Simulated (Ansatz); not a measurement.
# Si5N: from a guess to a relaxed structure, part 2 of 2

The task: take a trial cell of Si5N to zero force and stress.

Ansatz 0.2.0; DFT PBE, scalar-relativistic, plane waves, PAW.

### Step 5. Relaxation on the finer mesh

The end of the coarse run is made exact in the group found at a tolerance of 0.06 Å and reduced to its primitive cell.

input.yaml

```yaml
crystal:
  lattice:
    - [4.7592133206, 0.0, 0.0]
    - [-2.3796066603, 4.1215996377, 0.0]
    - [0.0, 0.0, 4.6576637032]
  atoms:
    - { symbol: Si, position: [0.5, 0.0, 0.5] }
    - { symbol: Si, position: [0.5, 0.5, 0.5] }
    - { symbol: Si, position: [0.0, 0.5, 0.5] }
    - { symbol: Si, position: [0.3333333333, 0.6666666667, 0.0] }
    - { symbol: Si, position: [0.6666666667, 0.3333333333, 0.0] }
    - { symbol: "N", position: [0.0, 0.0, 0.0], spin: 1.6 }
basis:
  ecutwfc: 420
kpoints:
  mp_grid: { grid: [12, 12, 8] }
hamiltonian:
  xc: pbe
scf:
  occupations: { method: gaussian, width: 0.1 }
output:
  forces: true
  stress: true
  eigenvalues: true
  populations: true
magnetization:
  spin_polarized: true
relax:
  adjacent_minimum: "off"
  f_tol: 0.01
  max_steps: 80
  cell: { stress_tol: 0.05 }
```

The run is started by

```sh
$ ansatz run input.yaml --threads 1 --pin off --max-ram 2560MiB --backend cpu --events-out ev --progress --plain --runs-dir out
```

Output:

```text
Warning: RAYON_NUM_THREADS=1 ignored (pool sized by the plan → 1); use --threads N
Engine: ansatz 0.2.0, x86_64-unknown-linux-gnu
Pseudopotentials: kind: paw
Pseudopotential: Si, paw, valence charge 4, recommended cutoff 420 eV (normal), Si.paw.azcp
Pseudopotential: N, paw, valence charge 5, recommended cutoff 420 eV (normal), N.paw.azcp
Functional definition: PBE
  parameter kappa = 0.804
  parameter beta = 0.06672455060314922
  exchange = pbe_x(kappa = kappa, mu = beta*pi^2/3)
  correlation = pbe_c(beta = beta)
Crystal: 6 atoms, lattice volume = 91.363 Å³
Basis set: ecut = 420 eV, 1773 PW (Γ), exchange–correlation on 64×64×64 points (8 copies of the dense FFT grid, shifted against one another)
Bands: 20, of which v1, the nominal top of the filled ones, is band 13 counted from 1 (12 counted from 0)
Symmetry: 24 space group operations
Space group: P6/mmm (ITA 191), of the structure as read, at distance tolerance 4.5e-5 Å
Magnetic group: BNS 191.233 (UNI 1463), of the structure as read, at distance tolerance 4.5e-5 Å
k-points: 95 of 1152
Non-local potential: Si, projectors of the file, l = 0: 2, l = 1: 2, l = 2: 2
Non-local potential: N, projectors of the file, l = 0: 2, l = 1: 2, l = 2: 1
PAW form: soft (Blöchl's): semilocal exchange-correlation on the pseudo side does not see the compensation charge
PAW one-centre angular grid: Si, 110 points (default); XC on 64 Gauss nodes
PAW one-centre angular grid: N, 110 points (default); XC on 64 Gauss nodes
Starting moments: Σ|m| = 1.6 μB on 1 of 6 sites
Initial wavefunctions: pseudopotential atomic-orbital guess
Functional: x = pbe(κ = 0.804, μ = 0.2195149727645171), c = pbe(β = 0.06672455060314922)
SCF iter   1: F=—  HF=-3557.291265 eV  |F-HF|=—  |Δ(HF+E_count)|=         —  Δρ=4.02e-2 (↑4.02e-2 ↓3.00e-2)  dr2=9.78e0  dr2_m=5.62e-2  M=1.378 μB ∫|m|=1.474 μB  β_m=0.30  ethr=3.10e-3  ⟨swp⟩=6.4  Hψ=23176  notcnv=0  defer=1
preconditioner: auto → Kerker (q_TF=auto, 2.198 Å⁻¹)  [metal: Δε(μ)=0.004 eV  Ē_g=8.426 eV  σ=0.100 eV  W_gap=0.02  n_scr=20 (ndim 8)  ℏωp=19.4 eV  f_vac=0.000  D(μ)=3.44/eV (n_scr^D=20)]
spin=Collinear: Kerker preconditioning applied to the charge; magnetization (m = ρ↑ − ρ↓) channel mixes plain (no charge-response kernel on spin).
SCF iter   2: F=—  HF=-3556.256561 eV  |F-HF|=—  |Δ(HF+E_count)|=    1.03e0  Δρ=1.53e-2 (↑1.53e-2 ↓1.29e-2)  dr2=1.11e0  dr2_m=2.03e-2  M=1.527 μB ∫|m|=1.613 μB  β_m=1.00  ethr=3.10e-3  ⟨swp⟩=2.6  Hψ=8831  notcnv=0  defer=345
SCF iter   3: F=—  HF=-3556.117782 eV  |F-HF|=—  |Δ(HF+E_count)|=   1.39e-1  Δρ=9.56e-3 (↑9.56e-3 ↓9.29e-3)  dr2=5.74e-1  dr2_m=2.96e-3  M=1.536 μB ∫|m|=1.647 μB  β_m=1.00  ethr=3.10e-3  ⟨swp⟩=1.5  Hψ=4563  notcnv=0  defer=366
SCF iter   4: F=—  HF=-3555.978553 eV  |F-HF|=—  |Δ(HF+E_count)|=   1.39e-1  Δρ=2.74e-3 (↑2.74e-3 ↓1.93e-3)  dr2=3.26e-2  dr2_m=8.98e-4  M=1.495 μB ∫|m|=1.631 μB  β_m=0.30  ethr=2.29e-3  ⟨swp⟩=2.3  Hψ=6439  notcnv=0  defer=378
SCF iter   5: F=—  HF=-3555.977857 eV  |F-HF|=—  |Δ(HF+E_count)|=   6.96e-4  Δρ=2.05e-3 (↑1.36e-3 ↓2.05e-3)  dr2=1.12e-2  dr2_m=6.75e-4  M=1.482 μB ∫|m|=1.621 μB  β_m=0.30  ethr=1.31e-4  ⟨swp⟩=2.0  Hψ=6183  notcnv=0  defer=372
SCF iter   6: F=—  HF=-3555.978918 eV  |F-HF|=—  |Δ(HF+E_count)|=   1.06e-3  Δρ=1.02e-3 (↑9.05e-4 ↓1.02e-3)  dr2=7.56e-4  dr2_m=6.23e-4  M=1.477 μB ∫|m|=1.616 μB  β_m=0.30  ethr=4.48e-5  ⟨swp⟩=2.4  Hψ=5955  notcnv=0  defer=371
SCF iter   7: F=—  HF=-3555.979943 eV  |F-HF|=—  |Δ(HF+E_count)|=   1.03e-3  Δρ=7.78e-4 (↑7.78e-4 ↓7.22e-4)  dr2=2.84e-4  dr2_m=4.33e-4  M=1.474 μB ∫|m|=1.613 μB  β_m=0.30  ethr=3.02e-6  ⟨swp⟩=1.7  Hψ=5067  notcnv=0  defer=371
SCF iter   8: F=—  HF=-3555.980612 eV  |F-HF|=—  |Δ(HF+E_count)|=   6.69e-4  Δρ=6.50e-4 (↑6.50e-4 ↓6.20e-4)  dr2=2.66e-5  dr2_m=3.32e-4  M=1.470 μB ∫|m|=1.609 μB  β_m=0.30  ethr=1.14e-6  ⟨swp⟩=2.3  Hψ=5681  notcnv=0  defer=371
SCF iter   9: F=—  HF=-3555.980927 eV  |F-HF|=—  |Δ(HF+E_count)|=   3.14e-4  Δρ=6.26e-4 (↑4.68e-4 ↓6.26e-4)  dr2=5.66e-5  dr2_m=2.49e-4  M=1.466 μB ∫|m|=1.605 μB  β_m=0.30  ethr=1.06e-7  ⟨swp⟩=2.0  Hψ=5862  notcnv=0  defer=371
SCF iter  10: F=—  HF=-3555.981107 eV  |F-HF|=—  |Δ(HF+E_count)|=   1.80e-4  Δρ=4.61e-4 (↑4.61e-4 ↓4.61e-4)  dr2=2.35e-6  dr2_m=1.78e-4  M=1.465 μB ∫|m|=1.603 μB  β_m=0.30  ethr=1.06e-7  ⟨swp⟩=2.2  Hψ=5705  notcnv=0  defer=371
SCF iter  11: F=—  HF=-3555.981214 eV  |F-HF|=—  |Δ(HF+E_count)|=   1.07e-4  Δρ=4.02e-4 (↑3.86e-4 ↓4.02e-4)  dr2=2.69e-6  dr2_m=1.30e-4  M=1.463 μB ∫|m|=1.601 μB  β_m=0.30  ethr=9.41e-9  ⟨swp⟩=2.0  Hψ=5822  notcnv=0  defer=371
Mixer restart at iter 11: flushing history
spin-set hold released at iteration 11 (site moments contracting): the magnetisation degrees of freedom join the quasi-Newton model from the next iteration; the mixer history was flushed
SCF iter  12: F=—  HF=-3555.981280 eV  |F-HF|=—  |Δ(HF+E_count)|=   6.60e-5  Δρ=3.47e-4 (↑3.32e-4 ↓3.47e-4)  dr2=3.34e-6  dr2_m=9.64e-5  M=1.461 μB ∫|m|=1.599 μB  β_m=0.47  ethr=9.41e-9  ⟨swp⟩=2.0  Hψ=5805  notcnv=0  defer=371
SCF iter  13: F=—  HF=-3555.981398 eV  |F-HF|=—  |Δ(HF+E_count)|=   1.19e-4  Δρ=1.59e-4 (↑1.59e-4 ↓1.39e-4)  dr2=1.80e-6  dr2_m=1.82e-5  M=1.455 μB ∫|m|=1.592 μB  β_m=0.82  ethr=9.41e-9  ⟨swp⟩=3.1  Hψ=7959  notcnv=0  defer=371
SCF iter  14: F=—  HF=-3555.981423 eV  |F-HF|=—  |Δ(HF+E_count)|=   2.42e-5  Δρ=7.70e-5 (↑5.09e-5 ↓7.70e-5)  dr2=2.58e-5  dr2_m=2.06e-7  M=1.450 μB ∫|m|=1.586 μB  β_m=0.59  ethr=7.22e-9  ⟨swp⟩=2.9  Hψ=7299  notcnv=0  defer=371
SCF iter  15: F=—  HF=-3555.981420 eV  |F-HF|=—  |Δ(HF+E_count)|=   2.87e-6  Δρ=1.06e-5 (↑1.06e-5 ↓7.83e-6)  dr2=1.71e-7  dr2_m=2.34e-8  M=1.450 μB ∫|m|=1.586 μB  β_m=0.79  ethr=7.22e-9  ⟨swp⟩=2.0  Hψ=5780  notcnv=0  defer=371
SCF iter  16: F=—  HF=-3555.981420 eV  |F-HF|=—  |Δ(HF+E_count)|=   7.90e-8  Δρ=4.23e-6 (↑3.16e-6 ↓4.23e-6)  dr2=6.94e-8  dr2_m=4.51e-9  M=1.450 μB ∫|m|=1.586 μB  β_m=0.90  ethr=4.00e-10  ⟨swp⟩=10.3  Hψ=19748  notcnv=0
iter 17 did not close the SCF: its close was put off until two iterations running show no level that it waits for move by more than its bar (scf_convergence_deferred on its scf_iter line)
SCF iter  17: F=-3555.981420 eV  HF=-3555.981420 eV  |F-HF|=2.91e-9  |Δ(HF+E_count)|=   1.18e-8  Δρ=1.14e-6 (↑8.11e-7 ↓1.14e-6)  dr2=5.58e-9  dr2_m=2.93e-10  M=1.450 μB ∫|m|=1.585 μB  β_m=0.95  ethr=2.78e-10  ⟨swp⟩=3.6  Hψ=10039  notcnv=0
SCF iter  18: F=-3555.981420 eV  HF=-3555.981420 eV  |F-HF|=2.00e-11  |Δ(HF+E_count)|=  4.94e-10  Δρ=1.92e-7 (↑1.48e-7 ↓1.92e-7)  dr2=1.65e-10  dr2_m=8.54e-12  M=1.450 μB ∫|m|=1.585 μB  ethr=2.23e-11  ⟨swp⟩=1.3  Hψ=10330  notcnv=0
SCF 1 converged in 18 iterations: F = -3555.981420 eV  dr2 = 1.65e-10
relax step   1: F+E_penalty+E_count = -3555.98141987 eV  Δ(F+E_penalty+E_count) = +0.000e0 eV  max|allowed force component| = 1.133e-16 eV/Å  Δτ_max = 0.0000 Å  P = -0.226 GPa  Ω = 91.363 Å³  (18 SCF iters, dr2 threshold 1.00e-7 eV, accepted)
[... 16 lines left out ...]
relax step   2: F+E_penalty+E_count = -3555.98773515 eV  Δ(F+E_penalty+E_count) = -6.315e-3 eV  max|allowed force component| = 4.626e-18 eV/Å  Δτ_max = 0.0000 Å  P = -0.179 GPa  Ω = 91.417 Å³  energy of the carried Pulay correction = -4.988e-5 eV  (7 SCF iters, dr2 threshold 6.00e-7 eV, accepted)
[... 13 lines left out ...]
relax step   3: F+E_penalty+E_count = -3555.99059443 eV  Δ(F+E_penalty+E_count) = -2.859e-3 eV  max|allowed force component| = 2.211e-16 eV/Å  Δτ_max = 0.0000 Å  P = +0.141 GPa  Ω = 91.250 Å³  energy of the carried Pulay correction = +5.923e-5 eV  (7 SCF iters, dr2 threshold 6.00e-7 eV, accepted)
[... 12 lines left out ...]
relax step   4: F+E_penalty+E_count = -3555.99096638 eV  Δ(F+E_penalty+E_count) = -3.719e-4 eV  max|allowed force component| = 1.126e-16 eV/Å  Δτ_max = 0.0000 Å  P = +0.009 GPa  Ω = 91.351 Å³  energy of the carried Pulay correction = -1.333e-5 eV  (6 SCF iters, dr2 threshold 2.65e-7 eV, accepted)
[... 13 lines left out ...]
relax step   5: F+E_penalty+E_count = -3555.99113093 eV  Δ(F+E_penalty+E_count) = -1.646e-4 eV  max|allowed force component| = 1.110e-16 eV/Å  Δτ_max = 0.0000 Å  P = +0.012 GPa  Ω = 91.351 Å³  stress off target by 2.06e-2 GPa  SCF on the basis re-selected at this cell (its energy is not comparable with the rows above)  (7 SCF iters)
basis re-selected at this cell: Δ(F+E_penalty+E_count) = -1.646e-4 eV, ΔP = +0.003 GPa vs the last step (what re-selecting the basis moved, of the pressure what is left beyond the Pulay correction that the steps carried, after the strain that the cell walked since its last selection, with what the two solves' SCF thresholds leave and, on support functions, any second-order correction that the steps lacked; it is no measure of the basis error at this ecutwfc). This SCF's stress stands 2.06e-2 GPa from its target on what of the cell is left free (relax.cell.stress_tol is 5.00e-2 GPa) and its largest allowed force component is 1.11e-16 eV/Å (relax.f_tol is 1.00e-2 eV/Å): within both
SCF converged after 7 iterations
Magnetization: 1.4025 μB (13.2013 up, 11.7987 down)
Absolute magnetization: 1.5269 μB (∫|ρ↑−ρ↓|, with the PAW one-centre terms)
Spin contamination: 0.1515 ħ² per cell (⟨S²⟩ above its minimum at these occupations)
Per-site moments (μB) at R_I (Å): [(0.014070964749128674, 0.97477856486441), (0.014070964749128678, 0.9747785648644097), (0.014070964749128702, 0.9747785648644097), (0.0014889273823665958, 1.1248953594758986), (0.0014889273823665704, 1.1248953594758986), (1.2682441976981773, 1.125577333649488)]
Free energy (F): -3555.991131 eV
Harris-Foulkes:  -3555.991131 eV  (|F-HF|=5.00e-12)
Internal energy: -3555.977004 eV  (E = F + TS)
E sigma→0 (E₀):  -3555.984067 eV
Entropy (-TS):   -0.014127 eV (-2.355 meV/atom)
Fermi energy:    8.149982 eV
--- Per-component energies (eV) ---
  E_band       = 65.465633
  E_kinetic    = 323.945031
  E_local      = -249.938670  (includes V_loc(G=0)·N_el)
  E_nonlocal   = 175.487133
  E_hartree    = 76.444396
  E_xc         = -335.695836
  E_vxc        = -309.409286  (∫ρ·V_xc dr)
  E_paw        = -2687.110941  (= ΣΔE_a)
  E_vpaw       = -27.507508  (= ΣTr[D̂ρ^β])
  E_aug_tail   = 0.000116  (compensation charges beyond the density's cutoff)
  E_ewald      = -859.108232
  E_smearing   = -0.014127  (= −TS)
  E_closure    = 0.000000  (closes the sum)
  Σ components = -3555.991131   (vs F -3555.991131, Δ=0.00e0)
--- Forces (eV/Å), atoms counted from 1 ---
  atom   1  Si     0.00000000     0.00000000     0.00000000
  atom   2  Si    -0.00000000    -0.00000000     0.00000000
  atom   3  Si    -0.00000000     0.00000000     0.00000000
  atom   4  Si     0.00000000    -0.00000000     0.00000000
  atom   5  Si    -0.00000000     0.00000000    -0.00000000
  atom   6  N      0.00000000     0.00000000     0.00000000
  max |Σ_I F_I| component: 4.63e-18 eV/Å
--- Stress (GPa, compression-positive) ---
        0.007838       0.000000      -0.000000
        0.000000       0.007838       0.000000
       -0.000000       0.000000       0.020570
  P = ⅓ Tr σ = 0.0121 GPa (0.121 kbar)
--- Band table (eV; the first three rows and the last of 190) ---
  k-point 0 ↑: bands = ["-6.3856", "-3.9622", "0.5684", "1.5968", "1.5997", "2.9162", "2.9162", "4.0590", "4.0590", "6.7674", "7.1075", "7.1075", "7.1842", "7.6239", "8.7724", "8.7724", "9.3957", "9.3957", "11.2007", "13.7059"]
  k-point 1 ↑: bands = ["-6.3217", "-4.0063", "0.3718", "0.6391", "3.0107", "3.0107", "3.0660", "4.1326", "4.1326", "6.0373", "6.7096", "6.9373", "6.9373", "7.6579", "7.6579", "8.9617", "10.6708", "10.6708", "11.3459", "13.3137"]
  k-point 2 ↑: bands = ["-6.1458", "-4.1414", "-0.5477", "0.8342", "3.2909", "3.2909", "4.3462", "4.3462", "4.6723", "4.9257", "6.4581", "6.4581", "6.5063", "6.5063", "6.6427", "10.6502", "11.6448", "12.3427", "12.3427", "12.9845"]
  k-point 94 ↓: bands = ["-3.4822", "-2.4709", "-2.4709", "-0.8684", "-0.8684", "1.4582", "4.8937", "6.7980", "6.7980", "7.3177", "7.3177", "8.6301", "10.6480", "10.6480", "10.7276", "10.7276", "10.7279", "11.7599", "11.7599", "12.8415"]
--- Relaxed structure (4 steps of the walk, 4 accepted, 1 SCFs on fresh bases) ---
  F+E_penalty+E_count = -3555.99113093 eV   max|allowed force component| = 1.110e-16 eV/Å   (the final SCF, on the basis selected at the relaxed cell)
  cell:  # Å, volume = 91.3515 Å³
    - [4.726199102372896, 3.391834910423892e-35, -1.0853871713356454e-33]
    - [-2.363099551186448, 4.093008485998139, 5.306372859689031e-19]
    - [-1.0622277446459453e-33, 5.99653106484269e-19, 4.722380651317794]
  atoms:
    - { symbol: Si, position: [0.5, -6.018531076210112e-35, 0.49999999999999994] }
    - { symbol: Si, position: [0.5, 0.5, 0.49999999999999994] }
    - { symbol: Si, position: [-3.6626671343074017e-20, 0.5, 0.49999999999999994] }
    - { symbol: Si, position: [0.3333333333333333, 0.6666666666666667, 1.2037062152420224e-35] }
    - { symbol: Si, position: [0.6666666666666667, 0.3333333333333333, -1.2037062152420224e-35] }
    - { symbol: N, position: [5.778376977522862e-35, 3.097943027472699e-35, 1.1486027635271583e-36] }
--- Löwdin populations: 6 sites ---
  site symbol       q [e]    m [muB]
     0     Si      3.8318     0.0140
     1     Si      3.8318     0.0140
     2     Si      3.8318     0.0140
     3     Si      3.7440    -0.0281
     4     Si      3.7440    -0.0281
     5      N      5.5212     1.4205
  spilling = 0.019815 (of n_electrons = 25.000000)
```

Run time: 3.5 min. Hardware: 1 thread of Intel Xeon at 2.70GHz, shared host; peak memory 0.57 GiB.

Relaxation path:

```csv
step,energy from step 1 (eV/cell),largest force component (eV/Å),pressure (GPa),volume (Å³)
1,0.0000,0.0000,-0.23,91.36
2,-0.0063,0.0000,-0.18,91.42
3,-0.0092,0.0000,0.14,91.25
4,-0.0095,0.0000,0.01,91.35
5,-0.0097,0.0000,0.01,91.35
```

Step 1 is the start. Step 5 repeats the geometry before it on a plane-wave basis chosen anew for that cell, so its energy need not be comparable with the rows above.

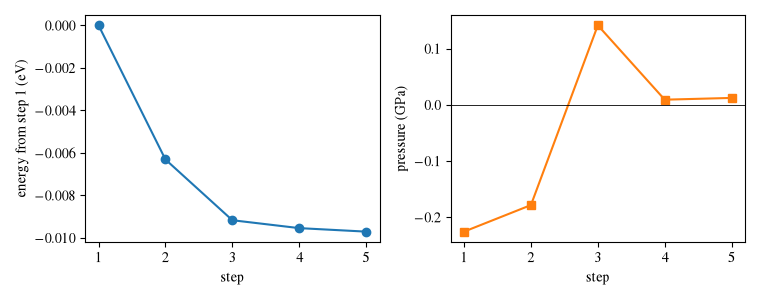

Energy and pressure along the relaxation.

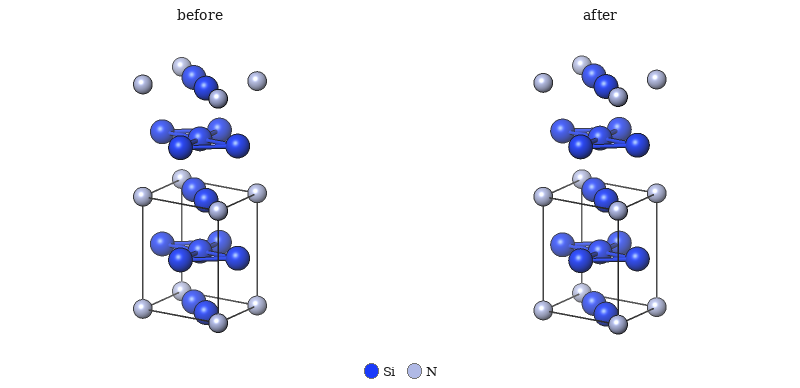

Before and after, at one scale. The change is too small to see at this scale.

|  | before | after | change |
| --- | --- | --- | --- |
| a (Å) | 4.759 | 4.726 | -0.7 % |
| b (Å) | 4.759 | 4.726 | -0.7 % |
| c (Å) | 4.658 | 4.722 | +1.4 % |
| volume (Å³/atom) | 15.23 | 15.23 | 0.0 % |
| shortest distance (Å) | 2.380 | 2.363 | -0.7 % |
| space group (0.01 Å) | P6/mmm | P6/mmm | same |

The run keeps the 24 symmetry operations of the start, so it could not have lowered the symmetry.

Site by site:

| atom | moment in the atom's sphere (μB) | Löwdin electrons |
| --- | --- | --- |
| Si1 | 0.01 | 3.83 |
| Si2 | 0.01 | 3.83 |
| Si3 | 0.01 | 3.83 |
| Si4 | 0.00 | 3.74 |
| Si5 | 0.00 | 3.74 |
| N6 | 1.27 | 5.52 |

The Löwdin counts miss 0.50 of the 25 electrons, which the atomic orbitals do not span, so they are no charges.

### Step 6. Results

What follows sums up all 2 parts. Changes of volume or cell count from the first structure of part 1.

```
                                                              quantity                                                                       value
                                symmetry at the end (tolerance 0.05 Å)                                                space group P6/mmm (No. 191)
                                                     conventional cell  a = 4.726 Å, b = 4.726 Å, c = 4.722 Å, α = 90.00°, β = 90.00°, γ = 120.00°
                                                                volume                                                               15.23 Å³/atom
energy over the elements (uncorrected; H, N, O, F and Cl as molecules)                                                               +1.18 eV/atom
                                                       gap on the mesh                                                                none (metal)
                                                          total moment                                                                1.40 μB/cell
```

The space group P6/mmm (No. 191) is kept, and the volume per atom grows by 4.4 % from the first guess. The formation energy is positive, so the separate elements lie lower. No finished test with a distortion of lower symmetry is shown, so the end may be a saddle point. Other magnetic orders were not searched.
